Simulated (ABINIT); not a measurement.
Run report: SrO, positron calculation (part 2 of 2)

Continued. System: SrO (Fm-3m, 2 atoms in the cell). Method: Kohn-Sham DFT of a periodic cell, PBEsol, JTH PAW PBE v2.0, no spin polarisation (ABINIT 10.8.3); cutoff 517.02 eV, 6×6×6 k-mesh, fermi-dirac of 0.05 eV. The structure derives from an entry of the Crystallography Open Database.

Geometry of the input (Å; fractional positions):
```
0.0000  2.5663  2.5663
2.5663  0.0000  2.5663
2.5663  2.5663  0.0000
Sr 0.5000  0.5000  0.5000
O  0.0000  0.0000  0.0000
```

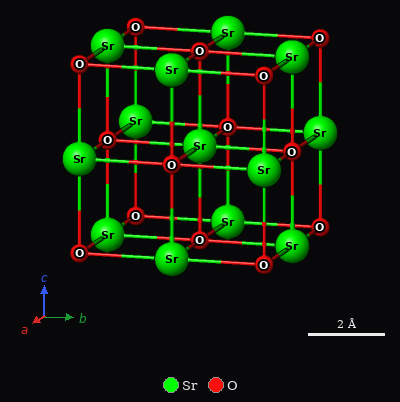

*The structure as given in the input (ball-and-stick view of the cell 4 times as large as that of the calculation, set on its symmetry axes, seen slightly off an axis).*

**What the program printed, continued**
```
 Mean square residual over all n,k,spin=   56.805E-09; max=  98.677E-07
 reduced coordinates (array xred) for    2 atoms
       0.500000000000      0.500000000000      0.500000000000
       0.000000000000      0.000000000000      0.000000000000
 rms dE/dt=  0.0000E+00; max dE/dt=  0.0000E+00; dE/dt below (all hartree)
    1       0.000000000000      0.000000000000      0.000000000000
    2       0.000000000000      0.000000000000      0.000000000000

 cartesian coordinates (angstrom) at end:
    1      2.56629999824464     2.56629999824464     2.56629999824464
    2      0.00000000000000     0.00000000000000     0.00000000000000

 cartesian forces (hartree/bohr) at end:
    1     -0.00000000000000    -0.00000000000000    -0.00000000000000
    2     -0.00000000000000    -0.00000000000000    -0.00000000000000
 frms,max,avg= 0.0000000E+00 0.0000000E+00   0.000E+00  0.000E+00  0.000E+00 h/b

 cartesian forces (eV/Angstrom) at end:
    1     -0.00000000000000    -0.00000000000000    -0.00000000000000
    2     -0.00000000000000    -0.00000000000000    -0.00000000000000
 frms,max,avg= 0.0000000E+00 0.0000000E+00   0.000E+00  0.000E+00  0.000E+00 e/A
 length scales=  1.000000000000  1.000000000000  1.000000000000 bohr
              =  0.529177210544  0.529177210544  0.529177210544 angstroms
 Fermi (or HOMO) energy (hartree) =   0.23033   Average Vxc (hartree)=  -0.38359
 Eigenvalues (hartree) for nkpt=  16  k points:
 kpt#   1, nband= 12, wtk=  0.00463, kpt=  0.0000  0.0000  0.0000 (reduced coord)
  -1.01648   -0.38577   -0.34206   -0.34206   -0.34206    0.16484    0.16484    0.16484
   0.30773    0.39350    0.39350    0.39350
      occupation numbers for kpt#   1
   2.00000    2.00000    2.00000    2.00000    2.00000    2.00000    2.00000    2.00000
   0.00000    0.00000    0.00000    0.00000
 prteigrs : prtvol=0 or 1, do not print more k-points.

--- !EnergyTerms
iteration_state     : {dtset: 1, }
comment             : Components of total free energy in Hartree
kinetic             :  1.70289051915056E+01
hartree             :  8.51532888998120E+00
xc                  : -9.79827758750895E+00
Ewald energy        : -3.88850906367907E+01
psp_core            :  1.95772545346204E+00
local_psp           : -3.10031213691482E+01
PAW spherical_terms :  4.93369349996991E+00
internal            : -4.72508365585291E+01
'-kT*entropy'       :  6.54993754591942E-16
total_energy        : -4.72508365585291E+01
total_energy_eV     : -1.28576076403985E+03
...

--- !EnergyTermsDC
iteration_state     : {dtset: 1, }
comment             : '"Double-counting" decomposition of free energy'
band_energy         : -4.11161079673547E+00
Ewald energy        : -3.88850906367907E+01
psp_core            :  1.95772545346204E+00
xc_dc               : -7.59327729409542E+00
PAW spherical_terms :  1.38141631280342E+00
internal            : -4.72508369613561E+01
'-kT*entropy'       :  6.54993754591942E-16
total_energy_dc     : -4.72508369613561E+01
total_energy_dc_eV  : -1.28576077500134E+03
...

--- !EnergyTermsWithPAWCore
iteration_state     : {dtset: 1, }
comment             : 'Components of total free energy, including PAW core contributions'
Total energy        : -3.25279046735225E+03
Total energy DC     : -3.25279046775508E+03
Total energy (eV)   : -8.85129377843672E+04
Total energy DC (eV): -8.85129377953287E+04
...

 Cartesian components of stress tensor (hartree/bohr^3)
  sigma(1 1)=  3.64943008E-05  sigma(3 2)=  0.00000000E+00
  sigma(2 2)=  3.64943008E-05  sigma(3 1)=  0.00000000E+00
  sigma(3 3)=  3.64943008E-05  sigma(2 1)=  0.00000000E+00

-Cartesian components of stress tensor (GPa)         [Pressure= -1.0737E+00 GPa]
- sigma(1 1)=  1.07369940E+00  sigma(3 2)=  0.00000000E+00
- sigma(2 2)=  1.07369940E+00  sigma(3 1)=  0.00000000E+00
- sigma(3 3)=  1.07369940E+00  sigma(2 1)=  0.00000000E+00

================================================================================
== DATASET  2 ==================================================================

--- !DatasetInfo
iteration_state: {dtset: 2, }
dimensions: {natom: 2, nkpt: 1, mband: 1, nsppol: 1, nspinor: 1, nspden: 1, mpw: 447, }
cutoff_energies: {ecut:  19.0, pawecutdg:  38.0, }
electrons: {nelect:   1.00000000E+00, charge:   0.00000000E+00, occopt:   2.00000000E+00, tsmear:   1.00000000E-02, }
meta: {optdriver: 0, ionmov: 0, optcell: 0, iscf: 17, paral_kgb: 0, }
...

 mkfilename : getden/=0, take file _DEN from output of DATASET   1.

 Real(R)+Recip(G) space primitive vectors, cartesian coordinates (Bohr,Bohr^-1):
 R(1)=  0.0000000  4.8496042  4.8496042  G(1)= -0.1031012  0.1031012  0.1031012
 R(2)=  4.8496042  0.0000000  4.8496042  G(2)=  0.1031012 -0.1031012  0.1031012
 R(3)=  4.8496042  4.8496042  0.0000000  G(3)=  0.1031012  0.1031012 -0.1031012
 Unit cell volume ucvol=  2.2811239E+02 bohr^3
 Angles (23,13,12)=  6.00000000E+01  6.00000000E+01  6.00000000E+01 degrees

 Coarse grid specifications (used for wave-functions):

 getcut: wavevector=  0.0000  0.0000  0.0000  ngfft=  30  30  30
         ecut(hartree)=     19.000   => boxcut(ratio)=   2.23172

 getcut : COMMENT -
  Note that boxcut > 2.2 ; recall that boxcut=Gcut(box)/Gcut(sphere) = 2
  is sufficient for exact treatment of convolution.
  Such a large boxcut is a waste : you could raise ecut
  e.g. ecut=   23.657765 Hartrees makes boxcut=2

 Fine grid specifications (used for densities):

 getcut: wavevector=  0.0000  0.0000  0.0000  ngfft=  40  40  40
         ecut(hartree)=     38.000   => boxcut(ratio)=   2.10175

--- Pseudopotential description ------------------------------------------------
- pspini: atom type   1  psp file is ./Sr.GGA_PBE-JTH.xml
 Pseudopotential format is: paw10
 basis_size (lnmax)=  6 (lmn_size= 18), orbitals=   0   0   1   1   2   2
 Spheres core radius: rc_sph= 2.20669967
 Shapefunction is SIN type: shapef(r)=[sin(pi*r/rshp)/(pi*r/rshp)]**2
 Radius for shape functions =  1.70850426
 Compensation charge density is not taken into account in XC energy/potential

- pspini: atom type   2  psp file is ./O.GGA_PBE-JTH.xml
 Pseudopotential format is: paw10
 basis_size (lnmax)=  4 (lmn_size=  8), orbitals=   0   0   1   1
 Spheres core radius: rc_sph= 1.41465230
 Shapefunction is SIN type: shapef(r)=[sin(pi*r/rshp)/(pi*r/rshp)]**2
 Radius for shape functions =  1.20231231
 Compensation charge density is not taken into account in XC energy/potential

--------------------------------------------------------------------------------

================================================================================

--- !BeginCycle
iteration_state: {dtset: 2, }
solver: {iscf: 17, nstep: 80, nline: 4, wfoptalg: 10, }
tolerances: {toldfe: 1.00E-09, }
...

     iter   Etot(hartree)      deltaE(h)  residm     nres2
 ETOT  1  -47.606733875496    -4.761E+01 2.458E+00 2.332E-01
 ETOT  2  -47.691124026044    -8.439E-02 3.468E-03 7.309E-02
 ETOT  3  -47.691200363182    -7.634E-05 1.306E-04 1.422E-02
 ETOT  4  -47.691205799645    -5.436E-06 3.854E-06 4.791E-04
 ETOT  5  -47.691204344113     1.456E-06 2.661E-07 6.168E-06
 ETOT  6  -47.691204355559    -1.145E-08 1.180E-08 1.258E-06
 ETOT  7  -47.691204356240    -6.806E-10 9.962E-10 7.607E-08
 ETOT  8  -47.691204356290    -5.039E-11 8.195E-11 1.542E-09

 At SCF step    8, etot is converged :
  for the second time, diff in etot=  5.039E-11 < toldfe=  1.000E-09

--- !ResultsGS
iteration_state: {dtset: 2, }
comment   : Summary of ground state results
lattice_vectors:
- [  0.0000000,   4.8496042,   4.8496042, ]
- [  4.8496042,   0.0000000,   4.8496042, ]
- [  4.8496042,   4.8496042,   0.0000000, ]
lattice_lengths: [   6.85838,    6.85838,    6.85838, ]
lattice_angles: [ 60.000,  60.000,  60.000, ] # degrees, (23, 13, 12)
lattice_volume:   2.2811239E+02
convergence: {deltae: -5.039E-11, res2:  1.542E-09, residm:  8.195E-11, diffor:  0.000E+00, }
etotal    :  -4.76912044E+01
entropy   :   0.00000000E+00
fermie    :  -4.40367395E-01
cartesian_stress_tensor: null
pressure_GPa: null
xred      :
- [  5.0000E-01,   5.0000E-01,   5.0000E-01, Sr]
- [  0.0000E+00,   0.0000E+00,   0.0000E+00,  O]
cartesian_forces: null
force_length_stats: {min: null, max: null, mean: null, }
...

 Integrated electronic density in atomic spheres:
 ------------------------------------------------
 Atom  Sphere_radius  Integrated_density
    1        2.20670          0.06432882
    2        1.41465          0.03102268

--------------------------------------------------------------------------------
 Results for electron-positron annihilation:

 # Zero-positron density limit of Arponen and Pajanne fitted by Sterne & Kaiser
   Ref.: P.A. Sterne and J.H. Kaiser, Phys. Rev. B 43, 13892 (1991)
 # Enhancement factor of Sterne & Kaiser
   Ref.: P.A. Sterne and J.H. Kaiser, Phys. Rev. B 43, 13892 (1991)

 Positron lifetime                         (ps)   =  1.58789105E+02
 Positron lifetime with IPM for core elec. (ps)   =  1.59161149E+02
 Annihilation rate                         (ns-1) =  6.29766128E+00
 Annihilation rate with IPM for core elec. (ns-1) =  6.28294033E+00

 Annihilation rate core/valence decomposition:
   Core    contribution to ann.rate          (ns-1) =  1.18449713E-01
   Valence contribution to ann.rate          (ns-1) =  6.17921157E+00
   Core    contribution to ann.rate with IPM (ns-1) =  1.00219447E-01
   Valence contribution to ann.rate with IPM (ns-1) =  6.18272088E+00

 Annihilation rate PAW decomposition:
   Plane-wave contribution to ann.rate          (ns-1) =  6.20345161E+00
   Plane-wave valence contribution to ann.rate  (ns-1) =  6.17323792E+00
   On-site core contribution to ann.rate        (ns-1) =  8.82360253E-02
   On-site valence contribution to ann.rate     (ns-1) =  5.97364707E-03
   Plane-wave contribution to ann.rate with IPM (ns-1) =  6.19453217E+00
   Plane-wave core contrb. to ann.rate with IPM (ns-1) =  1.67891043E-02

      (*) IPM=Independent particle Model

================================================================================

 ----iterations are completed or convergence reached----

 Mean square residual over all n,k,spin=   81.949E-12; max=  81.949E-12
 reduced coordinates (array xred) for    2 atoms
       0.500000000000      0.500000000000      0.500000000000
       0.000000000000      0.000000000000      0.000000000000
 rms dE/dt=  0.0000E+00; max dE/dt=  0.0000E+00; dE/dt below (all hartree)
    1       0.000000000000      0.000000000000      0.000000000000
    2       0.000000000000      0.000000000000      0.000000000000

 cartesian coordinates (angstrom) at end:
    1      2.56629999824464     2.56629999824464     2.56629999824464
    2      0.00000000000000     0.00000000000000     0.00000000000000
 length scales=  1.000000000000  1.000000000000  1.000000000000 bohr
              =  0.529177210544  0.529177210544  0.529177210544 angstroms
 Fermi (or HOMO) energy (hartree) =  -0.44037   Average Vxc (hartree)=  -0.33689
 Eigenvalues (hartree) for nkpt=   1  k points:
 kpt#   1, nband=  1, wtk=  1.00000, kpt=  0.0000  0.0000  0.0000 (reduced coord)
  -0.44037

--- !EnergyTerms
iteration_state     : {dtset: 2, }
comment             : Components of total free energy in Hartree
kinetic             :  8.08047205052794E-02
local_psp           : -4.32468476092107E-01
PAW spherical_terms : -3.25363470151726E-03
positronic          : -3.54917390288343E-01
electronic          : -4.72508369613561E+01
electron_positron_interaction: -8.54477516870835E-02
total_energy        : -4.76912021033316E+01
total_energy_eV     : -1.29774372096890E+03
...

--- !EnergyTermsDC
iteration_state     : {dtset: 2, }
comment             : '"Double-counting" decomposition of free energy'
band_energy         : -4.40367394929195E-01
PAW spherical_terms :  0.00000000000000E+00
electron_positron_dc:  8.54477516824304E-02
positronic          : -3.54919643246768E-01
electronic          : -4.72508369613561E+01
electron_positron_interaction: -8.54477516870835E-02
total_energy_dc     : -4.76912043562900E+01
total_energy_dc_eV  : -1.29774378227502E+03
...

== END DATASET(S) ==============================================================
================================================================================

 -outvars: echo values of variables after computation  --------
            acell      1.0000000000E+00  1.0000000000E+00  1.0000000000E+00 Bohr
           etotal1    -4.7250836961E+01
           etotal2    -4.7691204356E+01
            fcart1    -0.0000000000E+00 -0.0000000000E+00 -0.0000000000E+00
                      -0.0000000000E+00 -0.0000000000E+00 -0.0000000000E+00
            fcart2     9.9999999999E+99  9.9999999999E+99  9.9999999999E+99
                       9.9999999999E+99  9.9999999999E+99  9.9999999999E+99
            rprim      0.0000000000E+00  4.8496041536E+00  4.8496041536E+00
                       4.8496041536E+00  0.0000000000E+00  4.8496041536E+00
                       4.8496041536E+00  4.8496041536E+00  0.0000000000E+00
           strten1     3.6494300758E-05  3.6494300758E-05  3.6494300758E-05
                       0.0000000000E+00  0.0000000000E+00  0.0000000000E+00
           strten2     9.9999999999E+99  9.9999999999E+99  9.9999999999E+99
                       9.9999999999E+99  9.9999999999E+99  9.9999999999E+99
           xangst      2.5662999982E+00  2.5662999982E+00  2.5662999982E+00
                       0.0000000000E+00  0.0000000000E+00  0.0000000000E+00
             xred      5.0000000000E-01  5.0000000000E-01  5.0000000000E-01
                       0.0000000000E+00  0.0000000000E+00  0.0000000000E+00
 Calculation completed.
```

**Summary**

| quantity | value |
| --- | --- |
| outcome | converged |
| space group (tolerance 0.01 Å) | Fm-3m (225) |
| electrons treated | 16 |
| free energy | −1285.7608 eV |
| positron lifetime (one of the program's estimates) | 158.8 ps |
| Fermi energy of the self-consistent step | 6.268 eV |
| gap on the k-point mesh | 3.20 eV |
| pressure | −1.07 GPa |
| largest force (length of the vector) | under 0.001 eV/Å |
| hardware | 1 thread of Arm Neoverse N1, 16 GiB of memory available, shared host |
| wall time | 15 s |
| peak memory | 0.08 GiB |

Points of doubt noted for this run: PAW basis incomplete for positron.
